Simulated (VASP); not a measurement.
# Band-structure calculation, with input and output: C

- system: C (Fd-3m, 2 atoms in the cell)
- method: DFT, r2SCAN, plane waves, PAW (VASP 6.6.1)

The structure was built on a prototype by a generator. The geometry comes from this level: r2SCAN.

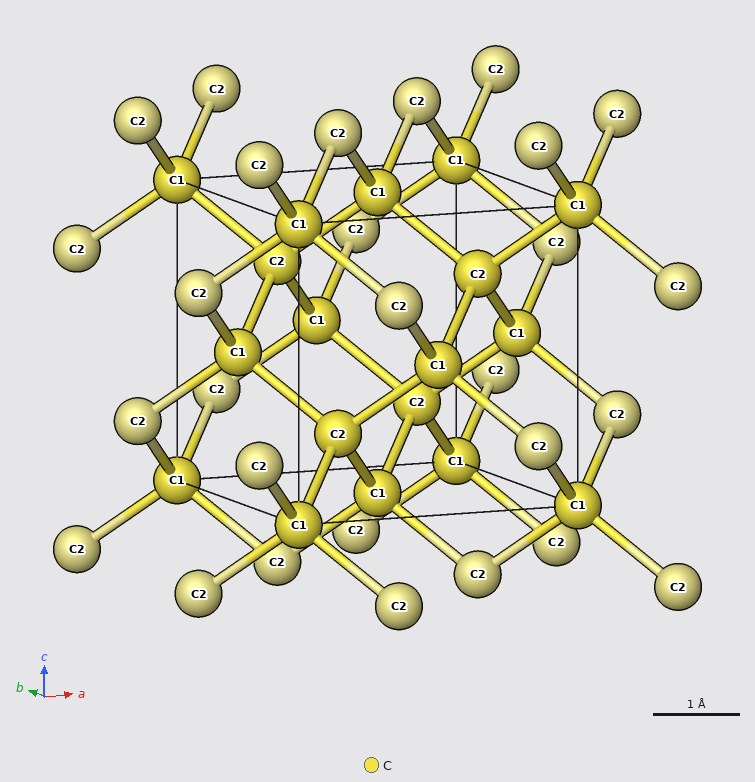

*The structure (ball-and-stick view of the cell 4 times as large as that of the calculation, set on its symmetry axes, seen slightly off an axis; neighbours outside the cell are drawn fainter; atoms are numbered from 1 in the order of the input).*

Near neighbours in the crystal (not all of them lie inside the picture): C has 4 C at 1.54 Å.

## INCAR
```
ENCUT = 520.000000
SIGMA = 0.010000
EDIFF = 1.00e-07
ALGO = Normal
METAGGA = R2SCAN
PREC = Accurate
IBRION = -1
ISIF = 2
ISMEAR = 0
NBANDS = 11
NELM = 120
NSW = 0
LASPH = .TRUE.
LCHARG = .TRUE.
LELF = .TRUE.
LWAVE = .FALSE.
LREAL = .FALSE.
```

## KPOINTS
```
KPOINTS created by Atomic Simulation Environment
0
Gamma
12 12 12
0 0 0
```

## KPOINTS_OPT
```
special points
7
Reciprocal
0.0000000000 0.0000000000 0.0000000000 1
0.5000000000 0.0000000000 0.5000000000 1
0.5000000000 0.2500000000 0.7500000000 1
0.3750000000 0.3750000000 0.7500000000 1
0.5000000000 0.5000000000 0.5000000000 1
0.6250000000 0.2500000000 0.6250000000 1
0.3500000000 0.0000000000 0.3500000000 1
```

## POSCAR
```
C
 1.0000000000000000
     0.0000000000000000    1.7801241435693234    1.7801241435693234
     1.7801241435693234   -0.0000000000000000    1.7801241435693234
     1.7801241435693234    1.7801241435693234   -0.0000000000000000
 C
   2
Cartesian
  0.0000000000000000  0.0000000000000000 -0.0000000000000000
  0.8900620717846617  0.8900620717846617  0.8900620717846617
```

Launch command:
```bash
mpirun -np 1 vasp_std
```

## OSZICAR
```
N       E                     dE             d eps       ncg     rms          rms(c)
DAV:   1    -0.199537970405E+01   -0.19954E+01   -0.49721E+03  1643   0.745E+02
DAV:   2    -0.215858996045E+02   -0.19591E+02   -0.19095E+02  2060   0.127E+02
DAV:   3    -0.219513706706E+02   -0.36547E+00   -0.36468E+00  1836   0.133E+01
DAV:   4    -0.219519541879E+02   -0.58352E-03   -0.58351E-03  1721   0.663E-01
DAV:   5    -0.219519548352E+02   -0.64726E-06   -0.64723E-06  1801   0.207E-02    0.516E+00
DAV:   6    -0.197544395545E+02    0.21975E+01   -0.26037E-01  1657   0.369E+00    0.387E+00
DAV:   7    -0.196558886705E+02    0.98551E-01   -0.24886E-01  1587   0.360E+00    0.767E-01
DAV:   8    -0.196568496571E+02   -0.96099E-03   -0.42338E-03  1806   0.565E-01    0.405E-01
DAV:   9    -0.196572128938E+02   -0.36324E-03   -0.15832E-04  1659   0.143E-01    0.144E-02
DAV:  10    -0.196572131935E+02   -0.29967E-06   -0.27400E-06  1818   0.135E-02    0.792E-03
DAV:  11    -0.196572135008E+02   -0.30731E-06   -0.72900E-07  1715   0.777E-03    0.548E-04
DAV:  12    -0.196572134597E+02    0.41084E-07   -0.74405E-09   864   0.684E-04
   1 F= -.19657213E+02 E0= -.19657213E+02  d E =-.675860-133
       N       E                     dE             ncg
DAV:   1     0.114152153065E+04   -0.24479E+04      162
DAV:   2     0.100769919857E+04   -0.13382E+03      191
DAV:   3     0.100553083090E+04   -0.21684E+01      180
DAV:   4     0.100552888840E+04   -0.19425E-02      177
DAV:   5     0.100552888620E+04   -0.22028E-05      175
DAV:   6     0.100552888619E+04   -0.33613E-08      172
```

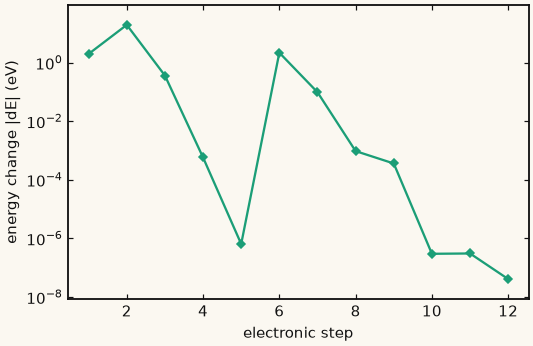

*Convergence of the self-consistent field: energy change |dE| against the electronic step.*

It takes 12 electronic steps. The density is held fixed in the first few steps, and dE rises again when its update begins.

## Parts of OUTCAR
```
k-points           NKPTS =     72   k-points in BZ     NKDIM =     72   number of bands    NBANDS=     11

   NELECT =       8.0000    total number of electrons

   dimension x,y,z NGX =    20 NGY =   20 NGZ =   20
   dimension x,y,z NGXF=    40 NGYF=   40 NGZF=   40

  energy-cutoff  :      520.00
  volume of cell :       11.28
      direct lattice vectors                 reciprocal lattice vectors
     0.000000000  1.780124144  1.780124144    -0.280879287  0.280879287  0.280879287
     1.780124144  0.000000000  1.780124144     0.280879287 -0.280879287  0.280879287
     1.780124144  1.780124144  0.000000000     0.280879287  0.280879287 -0.280879287

 k-points in reciprocal lattice and weights: KPOINTS created by Atomic Simulation Env
   0.00000000  0.00000000  0.00000000       0.001
   0.08333333  0.00000000  0.00000000       0.005
   0.16666667  0.00000000  0.00000000       0.005
   0.25000000  0.00000000  0.00000000       0.005
   0.33333333  0.00000000  0.00000000       0.005
   0.41666667  0.00000000  0.00000000       0.005
   0.50000000  0.00000000  0.00000000       0.002
   0.08333333  0.08333333  0.00000000       0.003
   0.16666667  0.08333333  0.00000000       0.014
   0.25000000  0.08333333  0.00000000       0.014
   0.33333333  0.08333333  0.00000000       0.014
   0.41666667  0.08333333  0.00000000       0.014
   0.50000000  0.08333333  0.00000000       0.014
  -0.41666667  0.08333333  0.00000000       0.014
  -0.33333333  0.08333333  0.00000000       0.014
  -0.25000000  0.08333333  0.00000000       0.014
  -0.16666667  0.08333333  0.00000000       0.014
  -0.08333333  0.08333333  0.00000000       0.007
   0.16666667  0.16666667  0.00000000       0.003
   0.25000000  0.16666667  0.00000000       0.014
   0.33333333  0.16666667  0.00000000       0.014
   0.41666667  0.16666667  0.00000000       0.014
   0.50000000  0.16666667  0.00000000       0.014
  -0.41666667  0.16666667  0.00000000       0.014
  -0.33333333  0.16666667  0.00000000       0.014
  -0.25000000  0.16666667  0.00000000       0.014
  -0.16666667  0.16666667  0.00000000       0.007
   0.25000000  0.25000000  0.00000000       0.003
   0.33333333  0.25000000  0.00000000       0.014
   0.41666667  0.25000000  0.00000000       0.014
   0.50000000  0.25000000  0.00000000       0.014
  -0.41666667  0.25000000  0.00000000       0.014
  -0.33333333  0.25000000  0.00000000       0.014
  -0.25000000  0.25000000  0.00000000       0.007
   0.33333333  0.33333333  0.00000000       0.003
   0.41666667  0.33333333  0.00000000       0.014
   0.50000000  0.33333333  0.00000000       0.014
  -0.41666667  0.33333333  0.00000000       0.014
  -0.33333333  0.33333333  0.00000000       0.007
   0.41666667  0.41666667  0.00000000       0.003
   0.50000000  0.41666667  0.00000000       0.014
  -0.41666667  0.41666667  0.00000000       0.007
   0.50000000  0.50000000  0.00000000       0.002
   0.25000000  0.16666667  0.08333333       0.014
   0.33333333  0.16666667  0.08333333       0.028
   0.41666667  0.16666667  0.08333333       0.028
   0.50000000  0.16666667  0.08333333       0.028
  -0.41666667  0.16666667  0.08333333       0.014
   0.33333333  0.25000000  0.08333333       0.014
   0.41666667  0.25000000  0.08333333       0.028
   0.50000000  0.25000000  0.08333333       0.028
  -0.41666667  0.25000000  0.08333333       0.028
  -0.33333333  0.25000000  0.08333333       0.028
  -0.25000000  0.25000000  0.08333333       0.028
  -0.16666667  0.25000000  0.08333333       0.014
   0.41666667  0.33333333  0.08333333       0.014
   0.50000000  0.33333333  0.08333333       0.028
  -0.41666667  0.33333333  0.08333333       0.028
  -0.33333333  0.33333333  0.08333333       0.028
  -0.25000000  0.33333333  0.08333333       0.014
   0.50000000  0.41666667  0.08333333       0.014
  -0.41666667  0.41666667  0.08333333       0.028
  -0.33333333  0.41666667  0.08333333       0.014
  -0.41666667  0.50000000  0.08333333       0.007
   0.50000000  0.33333333  0.16666667       0.014
  -0.41666667  0.33333333  0.16666667       0.028
  -0.33333333  0.33333333  0.16666667       0.014
  -0.41666667  0.41666667  0.16666667       0.014
  -0.33333333  0.41666667  0.16666667       0.028
  -0.25000000  0.41666667  0.16666667       0.014
  -0.33333333  0.50000000  0.16666667       0.007
  -0.25000000  0.50000000  0.25000000       0.003

 E-fermi :   9.9643

 k-point     1 :       0.0000    0.0000    0.0000
  band No.  band energies     occupation
      1     -12.9788      2.00000
      2       9.7925      2.00000
      3       9.7925      2.00000
      4       9.7925      2.00000
      5      15.6430      0.00000
      6      15.6430      0.00000
      7      15.6430      0.00000
      8      23.7418      0.00000
      9      30.2615      0.00000
     10      37.2413      0.00000
     11      37.2413      0.00000

 k-point     2 :       0.0833    0.0000    0.0000
  band No.  band energies     occupation
      1     -12.7771      2.00000
      2       8.4702      2.00000
      3       9.4454      2.00000
      4       9.4454      2.00000
      5      16.0984      0.00000
      6      16.0984      0.00000
      7      16.4176      0.00000
      8      23.9420      0.00000
      9      30.6067      0.00000
     10      35.1813      0.00000
     11      35.1813      0.00000

 k-point     3 :       0.1667    0.0000    0.0000
  band No.  band energies     occupation
      1     -12.1746      2.00000
      2       5.7680      2.00000
      3       8.6949      2.00000
      4       8.6949      2.00000
      5      17.0836      0.00000
      6      17.0837      0.00000
      7      17.5678      0.00000
      8      24.5166      0.00000
      9      31.3260      0.00000
     10      33.5353      0.00000
     11      33.5353      0.00000

 k-point     4 :       0.2500    0.0000    0.0000
  band No.  band energies     occupation
      1     -11.1811      2.00000
      2       2.7607      2.00000
      3       7.9236      2.00000
      4       7.9236      2.00000
      5      17.9969      0.00000
      6      17.9969      0.00000
      7      18.3287      0.00000
      8      25.3144      0.00000
      9      31.7643      0.00000
     10      33.1301      0.00000
     11      33.1301      0.00000

 k-point     5 :       0.3333    0.0000    0.0000
  band No.  band energies     occupation
      1      -9.8212      2.00000
      2      -0.1716      2.00000
      3       7.3124      2.00000
      4       7.3124      2.00000
      5      18.5092      0.00000
      6      18.5092      0.00000
      7      18.7389      0.00000
      8      26.0374      0.00000
      9      32.0042      0.00000
     10      34.0594      0.00000
     11      34.0594      0.00000

 [... the levels of 66 k-points are left out ...]

 k-point    72 :      -0.2500    0.5000    0.2500
  band No.  band energies     occupation
      1      -3.0486      2.00000
      2      -3.0486      2.00000
      3       1.0284      2.00000
      4       1.0284      2.00000
      5      21.0751      0.00000
      6      21.0751      0.00000
      7      22.7711      0.00000
      8      22.7711      0.00000
      9      32.4844      0.00000
     10      32.4844      0.00000
     11      41.7685      0.00000

  Total        0.0795330      0.0795330      0.0795330      0.0000000     -0.0000000      0.0000000
  in kB       11.2947680     11.2947680     11.2947680      0.0000000     -0.0000000      0.0000000
  external PRESSURE =      11.2947680 kB  Pullay stress =       0.0000000 kB

 POSITION                                       TOTAL-FORCE (eV/Angst)
 -----------------------------------------------------------------------------------
      0.00000      0.00000      0.00000        -0.000000      0.000000     -0.000000
      0.89006      0.89006      0.89006         0.000000     -0.000000      0.000000
 -----------------------------------------------------------------------------------
    total drift:                                0.000000      0.000000      0.000000

  FREE ENERGIE OF THE ION-ELECTRON SYSTEM (eV)
  ---------------------------------------------------
  free  energy   TOTEN  =       -19.6572134597 eV

  energy  without entropy=      -19.6572134597  energy(sigma->0) =      -19.65721346
```

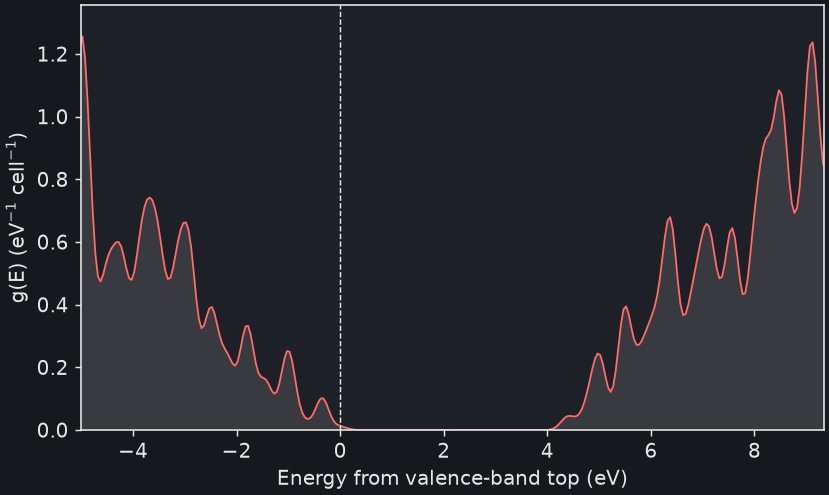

*Density of states (the curve is built from the levels of the k mesh with Gaussians 0.3 eV wide, which also blur the band edges), with energies from the valence-band top.*

There is a gap of 4.34 eV on the k-point mesh. Small ripples come from the finite k-point mesh.

## Results in brief

```csv
quantity,value
outcome,converged
space group (tolerance 0.01 Å),Fd-3m (227)
electrons treated,8
free energy,−19.6572 eV
Fermi energy,9.964 eV
band gap,4.34 eV
pressure,1.13 GPa
largest force (length of the vector),under 0.001 eV/Å
hardware,"1 CPU thread, shared host"
wall time,26 s
peak memory,0.13 GiB
```
